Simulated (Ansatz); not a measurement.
## Single-point calculation, with input and output: Hf16O31 (charge +1) (part 2 of 2)

Continued. System: Hf16O31 (defect cell, 47 atoms in the cell, total charge +1). Method: DFT PBE, scalar-relativistic, plane waves, PAW, spin-polarised (Ansatz 0.2.0); cutoff 420 eV, 2×2×2 k-mesh, Gaussian smearing of 0.05 eV, collinear spins. The structure derives from a Materials Project entry.

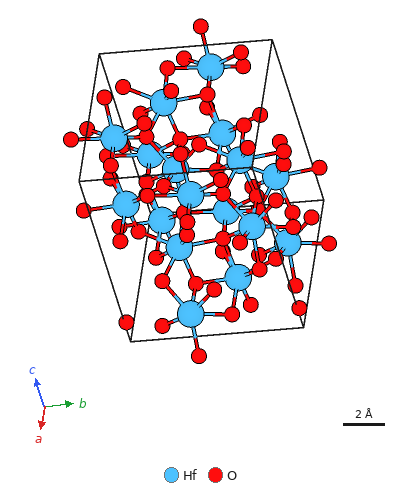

The input geometry (ball-and-stick view of the cell of the calculation, seen at an oblique angle; bonded neighbours outside the cell are drawn too). An atom can appear more than once, as a periodic image.

What the program printed, continued:
```
--- Forces (eV/Å), atoms counted from 1 ---
  atom   1  Hf    -1.85630949     1.07611498    -0.76375061
  atom   2  Hf     0.03629154    -0.09526067     0.20575127
  atom   3  Hf    -0.01749727    -0.24000844    -0.01455881
  atom   4  Hf     0.51348219     0.20412383    -0.13806010
  atom   5  Hf     0.24852577     0.35516683    -0.97329066
  atom   6  Hf     0.74057827     1.05815182     1.65492623
  atom   7  Hf    -0.16042254    -0.16284293    -0.09008033
  atom   8  Hf    -0.12520584    -0.28444179     0.06729986
  atom   9  Hf     0.93152737    -1.70358806    -0.71408985
  atom  10  Hf    -0.17592685    -0.01454033     0.22002817
  atom  11  Hf     0.20813372     0.70464871    -0.15388694
  atom  12  Hf    -0.19580290     0.05246504     0.02393450
  atom  13  Hf    -0.02234889     0.32543793    -0.01627799
  atom  14  Hf     0.32243568     0.06068248     0.03136413
  atom  15  Hf    -0.59282482    -0.51935333     0.52801417
  atom  16  Hf    -0.08816446    -0.16825311    -0.19530067
  atom  17  O     -0.00237361     0.05683050     0.04081685
  atom  18  O     -0.02296530     0.01324835     0.02826221
  atom  19  O      0.00634493    -0.04032491    -0.02284767
  atom  20  O      0.39217227     0.18442371     0.74015902
  atom  21  O      0.29499990    -0.00573888    -0.59895832
  atom  22  O     -0.07213435    -0.05647915    -0.00966230
  atom  23  O     -0.06233826    -0.07433660     0.00080981
  atom  24  O      0.23891892    -0.12590185    -0.10879846
  atom  25  O     -0.14763273     0.24090192    -0.17424372
  atom  26  O      0.02633174     0.04864195     0.03486637
  atom  27  O     -0.44383198    -0.41815520    -0.02046258
  atom  28  O     -0.28469568     0.33356631     0.29509174
  atom  29  O      0.39226186    -0.23794616     0.37412445
  atom  30  O     -0.18071335    -0.12535066     0.05405370
  atom  31  O     -0.32937387    -0.18560701    -0.23283423
  atom  32  O      0.10846222    -0.42028369     0.26927714
  atom  33  O      0.16884956    -0.26762353    -0.21121247
  atom  34  O      0.09929273     0.21363447     0.18994612
  atom  35  O     -0.00690735     0.05271900    -0.06693525
  atom  36  O      0.33297216    -0.91774088    -0.31836426
  atom  37  O     -0.08751136    -0.02680583     0.03975010
  atom  38  O      0.20079419     0.58434680    -0.06478449
  atom  39  O     -0.04508180     0.01263806     0.02256060
  atom  40  O      0.00155481    -0.07518926     0.03341502
  atom  41  O     -0.72136520     0.02909666    -0.05639581
  atom  42  O      0.67526668     0.28178465    -0.03393656
  atom  43  O      0.01890236    -0.00238247     0.05572780
  atom  44  O     -0.25060767     0.11996833     0.46792406
  atom  45  O     -0.24747623     0.23247427    -0.41894241
  atom  46  O      0.09372812    -0.06157987     0.00848637
  atom  47  O      0.08770960    -0.01131809     0.01103389
  max |Σ_I F_I| component: 5.09e-5 eV/Å
--- Band table (eV; the first three rows and the last of 16) ---
  k-point 0 ↑: bands = ["-45.7822", "-45.5457", "-45.5336", "-45.2009", "-45.1774", "-45.1631", "-45.1465", "-45.1439", "-45.1378", "-45.1126", ... 152 levels left out ..., "5.0256", "5.0258", "5.0270", "5.0277", "5.0286", "5.0312", "5.0329", "5.0344", "5.0351", "5.0365", "5.0389", "5.0393", "5.0408", "5.0433", "5.0446", "5.0457", "5.0476", "5.0504", "5.0520", "5.0544", "5.0577", "5.0582", "5.0619", "5.0626", "5.0666", "5.0683", "5.0744", "5.0755", "5.0773",
      "5.0782", "5.0811", "5.0827", "5.0913", "5.0925", "5.0951", "5.1040", "5.1067", "5.1087", "5.1122", "5.1147", "5.1185", "5.1238", "5.1325", "5.1339", "5.1606", "9.5731", "9.6506", "9.7632", "10.1732", "10.1915", "10.2106", "10.2831", "10.4543", "10.5152", "10.5574", "10.6248", "10.6908", "10.6962", "10.7234", "10.7776", "10.7867", "10.7978", "10.8569", "10.9400", "11.0789", "11.1123", "11.1694", "11.3216", "11.3378",
      "11.3934", "11.4150", "11.4295", "11.5086", "11.6700", "11.8076", "11.8402", "11.8644", "11.8993", "11.9088", "11.9309", "11.9376", "11.9969", "12.0043", "12.0266", "12.0892", "12.1569", "12.2736", "12.3605", "12.4241", "12.4638", "12.5274", "12.5383", "12.5994", "12.7044", "12.8057", "12.8370", "12.8551", "12.8849", "12.9643", "12.9960", "13.0618", "13.0875", "13.1069", "13.1487", "13.2572", "13.4051", "13.4895", "13.5096", "13.5340",
      "13.5641", "13.6327", "13.6391", "13.6993", "13.7040", "13.7436", "13.7629", "13.7903", "13.8558", "13.9184", "13.9656", "14.0561", "14.0850", "14.1393", "14.1627", "14.2274", "14.2988", "14.3478", "14.4157", "14.4462", "14.4901", "14.5381", "14.5920", "14.6480", "14.6924", "14.7759", "14.9382", "15.0579", "15.1094", "16.3710", "18.8715", "19.3113", "19.5549", "19.7612", "19.8790", "19.8811", "20.0854", "20.1564", "20.1859", "20.3007",
      "20.3336", "20.3584", "20.4084", "20.4452", "20.4788", "20.5170", "20.6259", "20.8354", "20.8726", "20.9676", "21.0039", "21.0969", "21.1989", "21.2445", "21.3121", "21.3664", "21.3971", "21.4425", "21.4675", "21.5271", "21.5793", "21.5916", "21.6338", "21.7607", "21.7817", "21.8867", "21.9632", "22.0696", "22.1243", "22.1569", "22.2840", "22.3330", "22.4711", "22.5594", "22.6393", "22.6723", "22.7501", "22.8195", "22.8868", "22.9325",
      "23.0740", "23.1971", "23.3529", "23.5430", "23.5598", "23.5858", "23.6425", "23.6693", "23.6931", "23.6955", "23.8947"]
  k-point 1 ↑: bands = ["-45.7822", "-45.5457", "-45.5336", "-45.2009", "-45.1774", "-45.1631", "-45.1465", "-45.1440", "-45.1377", "-45.1127", ... 152 levels left out ..., "5.0249", "5.0260", "5.0274", "5.0287", "5.0302", "5.0306", "5.0322", "5.0337", "5.0352", "5.0354", "5.0392", "5.0407", "5.0423", "5.0436", "5.0447", "5.0467", "5.0478", "5.0507", "5.0524", "5.0528", "5.0568", "5.0599", "5.0624", "5.0645", "5.0656", "5.0698", "5.0708", "5.0754", "5.0782",
      "5.0785", "5.0820", "5.0855", "5.0873", "5.0925", "5.0951", "5.1031", "5.1070", "5.1082", "5.1106", "5.1166", "5.1173", "5.1299", "5.1306", "5.1343", "5.1519", "9.7349", "9.7984", "10.0552", "10.1596", "10.2761", "10.3116", "10.3377", "10.3669", "10.3957", "10.4138", "10.4204", "10.4549", "10.6639", "10.7159", "10.7213", "10.7783", "10.8173", "10.8777", "10.9980", "11.0291", "11.0875", "11.0889", "11.1460", "11.1981",
      "11.4161", "11.4594", "11.5000", "11.5270", "11.5730", "11.6034", "11.6549", "11.7132", "11.8107", "11.8726", "11.8943", "11.9081", "11.9688", "12.0193", "12.0916", "12.1245", "12.2316", "12.2849", "12.3728", "12.4586", "12.5542", "12.6059", "12.6467", "12.6927", "12.7952", "12.8421", "12.8633", "12.8722", "12.9173", "12.9807", "13.0780", "13.1502", "13.1804", "13.1913", "13.2355", "13.2656", "13.2835", "13.3599", "13.4046", "13.4195",
      "13.4586", "13.4935", "13.5569", "13.5897", "13.6906", "13.7904", "13.8185", "13.8728", "13.8975", "13.9266", "13.9421", "14.0676", "14.1821", "14.2773", "14.3469", "14.3858", "14.4628", "14.4824", "14.5232", "14.5441", "14.5603", "14.6235", "14.6414", "14.6585", "14.6864", "14.7041", "14.7804", "14.8751", "14.9346", "16.4142", "18.8096", "19.3015", "19.6165", "19.8120", "19.8754", "19.9147", "20.0055", "20.1070", "20.2050", "20.2496",
      "20.3185", "20.4018", "20.4089", "20.4681", "20.5073", "20.5981", "20.6732", "20.7348", "20.8448", "20.8637", "21.0048", "21.1220", "21.1825", "21.2021", "21.2721", "21.3518", "21.3781", "21.3999", "21.4381", "21.4891", "21.5255", "21.5748", "21.6249", "21.7677", "21.8323", "21.8752", "21.9601", "22.0368", "22.0822", "22.1577", "22.3702", "22.4304", "22.4892", "22.6145", "22.6886", "22.7697", "22.8172", "22.8444", "22.9313", "23.0310",
      "23.0656", "23.2243", "23.4229", "23.4960", "23.5241", "23.5818", "23.6506", "23.7449", "23.8856", "23.9314", "24.0105"]
  k-point 2 ↑: bands = ["-45.7822", "-45.5457", "-45.5336", "-45.2009", "-45.1774", "-45.1631", "-45.1465", "-45.1440", "-45.1377", "-45.1127", ... 152 levels left out ..., "5.0245", "5.0259", "5.0268", "5.0283", "5.0302", "5.0314", "5.0327", "5.0337", "5.0348", "5.0373", "5.0388", "5.0405", "5.0415", "5.0432", "5.0445", "5.0472", "5.0480", "5.0512", "5.0531", "5.0547", "5.0556", "5.0585", "5.0620", "5.0629", "5.0661", "5.0698", "5.0733", "5.0751", "5.0779",
      "5.0782", "5.0791", "5.0838", "5.0857", "5.0930", "5.0990", "5.1032", "5.1062", "5.1067", "5.1104", "5.1158", "5.1222", "5.1248", "5.1335", "5.1349", "5.1499", "9.9749", "10.0069", "10.0925", "10.1409", "10.1526", "10.2099", "10.2138", "10.2743", "10.2899", "10.3257", "10.6246", "10.6522", "10.6857", "10.7036", "10.7618", "10.8062", "10.8563", "10.8693", "10.8984", "10.9122", "11.0432", "11.0781", "11.1908", "11.2261",
      "11.3144", "11.3762", "11.4161", "11.4560", "11.4861", "11.5357", "11.5452", "11.5971", "11.7540", "11.8034", "11.8393", "11.8900", "11.9684", "12.0111", "12.1453", "12.1988", "12.2293", "12.2652", "12.4623", "12.5155", "12.5312", "12.5489", "12.6323", "12.7529", "12.8382", "12.8926", "12.9518", "13.0104", "13.0178", "13.0305", "13.1148", "13.1592", "13.2410", "13.2774", "13.2918", "13.3829", "13.4094", "13.5107", "13.5368", "13.5666",
      "13.5994", "13.6397", "13.6911", "13.7167", "13.7369", "13.7582", "13.7788", "13.7910", "13.8458", "13.8485", "13.8859", "13.9543", "14.0717", "14.1170", "14.1324", "14.1657", "14.3186", "14.3817", "14.3938", "14.4218", "14.5146", "14.5922", "14.6219", "14.7431", "14.7599", "14.7805", "14.8095", "14.8835", "14.9032", "16.4054", "18.9240", "19.3341", "19.6036", "19.6889", "19.8393", "19.9412", "19.9797", "20.0849", "20.1360", "20.2513",
      "20.3624", "20.4596", "20.5020", "20.5224", "20.5796", "20.6267", "20.6583", "20.8104", "20.8838", "20.9106", "20.9588", "21.0728", "21.0957", "21.1207", "21.1814", "21.2118", "21.2692", "21.3431", "21.4133", "21.4875", "21.5391", "21.6101", "21.7254", "21.7476", "21.9012", "22.0684", "22.0994", "22.2285", "22.2524", "22.3410", "22.3457", "22.4148", "22.4682", "22.5248", "22.6269", "22.7250", "22.7757", "22.7823", "22.8498", "22.9878",
      "23.0482", "23.1218", "23.4937", "23.5592", "23.6364", "23.6567", "23.7002", "23.7931", "23.8104", "23.8580", "23.9027"]
  k-point 7 ↓: bands = ["-45.7348", "-45.5115", "-45.4953", "-45.1990", "-45.1759", "-45.1625", "-45.1457", "-45.1433", "-45.1377", "-45.1126", ... 152 levels left out ..., "5.0251", "5.0260", "5.0272", "5.0273", "5.0295", "5.0321", "5.0328", "5.0336", "5.0350", "5.0358", "5.0395", "5.0412", "5.0422", "5.0436", "5.0454", "5.0465", "5.0488", "5.0512", "5.0540", "5.0557", "5.0571", "5.0590", "5.0611", "5.0623", "5.0675", "5.0709", "5.0717", "5.0767", "5.0779",
      "5.0787", "5.0827", "5.0846", "5.0872", "5.0942", "5.0990", "5.1002", "5.1054", "5.1091", "5.1097", "5.1153", "5.1227", "5.1264", "5.1309", "5.1337", "5.1467", "9.7864", "9.9179", "9.9945", "10.0243", "10.0635", "10.1556", "10.5321", "10.5772", "10.5961", "10.6405", "10.7032", "10.7267", "10.7599", "10.7861", "10.8174", "10.8421", "10.8833", "10.8899", "11.0199", "11.0605", "11.1362", "11.1690", "11.2027", "11.2217",
      "11.2335", "11.2485", "11.2640", "11.3335", "11.3839", "11.4266", "11.4815", "11.5350", "11.5575", "11.6412", "11.6593", "11.7727", "12.0114", "12.1427", "12.1738", "12.2221", "12.2741", "12.3321", "12.5237", "12.5629", "12.5734", "12.5996", "12.6148", "12.6282", "12.6639", "12.7615", "12.8009", "12.8841", "12.9955", "13.0194", "13.0419", "13.0781", "13.1099", "13.2004", "13.2280", "13.3039", "13.3494", "13.4449", "13.4892", "13.5154",
      "13.5448", "13.6075", "13.6445", "13.6567", "13.6679", "13.6770", "13.7186", "13.9618", "14.0447", "14.0891", "14.1563", "14.2082", "14.2323", "14.2968", "14.3227", "14.3458", "14.3817", "14.4217", "14.4445", "14.4797", "14.6124", "14.6637", "14.7195", "14.7560", "14.8220", "14.8573", "14.8659", "14.9750", "15.0638", "17.6637", "19.2622", "19.5357", "19.7003", "19.8274", "19.8351", "19.8938", "19.9234", "19.9883", "20.0668", "20.1559",
      "20.2496", "20.3477", "20.5082", "20.5626", "20.6244", "20.7621", "20.7881", "20.8868", "20.9095", "20.9885", "21.0469", "21.1086", "21.1555", "21.1703", "21.2210", "21.2569", "21.3074", "21.3457", "21.3876", "21.4481", "21.4815", "21.6837", "21.8575", "21.9050", "21.9558", "22.1471", "22.2107", "22.2307", "22.2906", "22.3395", "22.4151", "22.5748", "22.6151", "22.6439", "22.6654", "22.6912", "22.7149", "22.8429", "22.8572", "22.9367",
      "23.1899", "23.2109", "23.2970", "23.3569", "23.4901", "23.5672", "23.7275", "23.8271", "23.9004", "23.9576", "23.9830"]
--- Löwdin populations: 47 sites ---
  site symbol       q [e]    m [muB]
     0     Hf     24.6625     0.1996
     1     Hf     24.5578     0.0065
     2     Hf     24.5572     0.0023
     3     Hf     24.5630     0.0002
     4     Hf     24.5835     0.0167
     5     Hf     24.6620     0.2172
     6     Hf     24.5609     0.0013
     7     Hf     24.5589     0.0021
     8     Hf     24.6497     0.2635
     9     Hf     24.5613     0.0028
    10     Hf     24.5695     0.0025
    11     Hf     24.5569     0.0048
    12     Hf     24.5498     0.0056
    13     Hf     24.5578     0.0019
    14     Hf     24.5848     0.0119
    15     Hf     24.5571     0.0026
    16      O      6.6600     0.0010
    17      O      6.6588     0.0011
    18      O      6.6602     0.0010
    19      O      6.6431     0.0176
    20      O      6.6483     0.0072
    21      O      6.6569     0.0004
    22      O      6.6583     0.0006
    23      O      6.6527     0.0040
    24      O      6.6459     0.0055
    25      O      6.6559     0.0006
    26      O      6.6546     0.0057
    27      O      6.6421     0.0275
    28      O      6.6407     0.0263
    29      O      6.6527     0.0019
    30      O      6.6461     0.0147
    31      O      6.6488     0.0033
    32      O      6.6446     0.0082
    33      O      6.6536    -0.0001
    34      O      6.6542     0.0004
    35      O      6.6465     0.0140
    36      O      6.6532     0.0008
    37      O      6.6516     0.0041
    38      O      6.6513     0.0004
    39      O      6.6578     0.0006
    40      O      6.6503     0.0132
    41      O      6.6476     0.0089
    42      O      6.6567     0.0006
    43      O      6.6471     0.0044
    44      O      6.6476     0.0038
    45      O      6.6584     0.0003
    46      O      6.6570     0.0006
  spilling = 0.002504 (of n_electrons = 601.000000)
--- Bader charges: 47 sites ---
  site symbol  charge [e]  shift [e]    m [muB]
     0     Hf      2.4387     0.0051     0.1922
     1     Hf      2.6613     0.0055     0.0033
     2     Hf      2.6624     0.0055     0.0015
     3     Hf      2.6632     0.0056     0.0005
     4     Hf      2.6473     0.0054     0.0061
     5     Hf      2.4690     0.0051     0.1848
     6     Hf      2.6607     0.0055     0.0003
     7     Hf      2.6615     0.0055     0.0015
     8     Hf      2.3261     0.0044     0.3152
     9     Hf      2.6601     0.0055     0.0007
    10     Hf      2.6580     0.0055    -0.0002
    11     Hf      2.6633     0.0055     0.0018
    12     Hf      2.6631     0.0054     0.0043
    13     Hf      2.6632     0.0056     0.0018
    14     Hf      2.6536     0.0055     0.0028
    15     Hf      2.6645     0.0055     0.0023
    16      O     -1.3078     0.0030     0.0008
    17      O     -1.3093     0.0030     0.0014
    18      O     -1.3095     0.0030     0.0012
    19      O     -1.3177     0.0031     0.0336
    20      O     -1.3193     0.0032     0.0204
    21      O     -1.3080     0.0030     0.0006
    22      O     -1.3077     0.0030     0.0008
    23      O     -1.3183     0.0025     0.0025
    24      O     -1.3121     0.0025     0.0037
    25      O     -1.3216     0.0025     0.0004
    26      O     -1.3344     0.0026     0.0151
    27      O     -1.3023     0.0025     0.0176
    28      O     -1.3034     0.0026     0.0159
    29      O     -1.3263     0.0026     0.0039
    30      O     -1.3125     0.0025     0.0091
    31      O     -1.3272     0.0025     0.0100
    32      O     -1.3123     0.0025     0.0056
    33      O     -1.3218     0.0025     0.0004
    34      O     -1.3223     0.0025     0.0005
    35      O     -1.3496     0.0026     0.0412
    36      O     -1.3206     0.0025     0.0009
    37      O     -1.3358     0.0026     0.0160
    38      O     -1.3212     0.0026     0.0004
    39      O     -1.3091     0.0030     0.0009
    40      O     -1.3193     0.0031     0.0276
    41      O     -1.3194     0.0031     0.0237
    42      O     -1.3079     0.0030     0.0009
    43      O     -1.3123     0.0031     0.0137
    44      O     -1.3098     0.0031     0.0117
    45      O     -1.3082     0.0030     0.0002
    46      O     -1.3087     0.0031     0.0006
  estimated error of the sums over rays = 5.6e-4 e
```

Key numbers:

| quantity | value |
| --- | --- |
| outcome | converged |
| electrons treated | 601 |
| free energy | −269231.5160 eV |
| Fermi energy | 17.052 eV |
| gap on the k-point mesh | 1.08 eV |
| net moment of the cell | 1.00 μB |
| integrated absolute moment | 1.03 μB |
| largest force (length of the vector) | 2.278 eV/Å |
| hardware | 4 threads of Arm Neoverse N1, 98 GiB of memory available, shared host |
| wall time | 7.8 min (CPU time 31 min) |
| peak memory | 4.8 GiB |

Remarks:

The cell is charged and computed with a neutralising background, so its energy and pressure depend on the cell and aren't those of a real crystal. Spin–orbit coupling is left out, which matters for Hf.
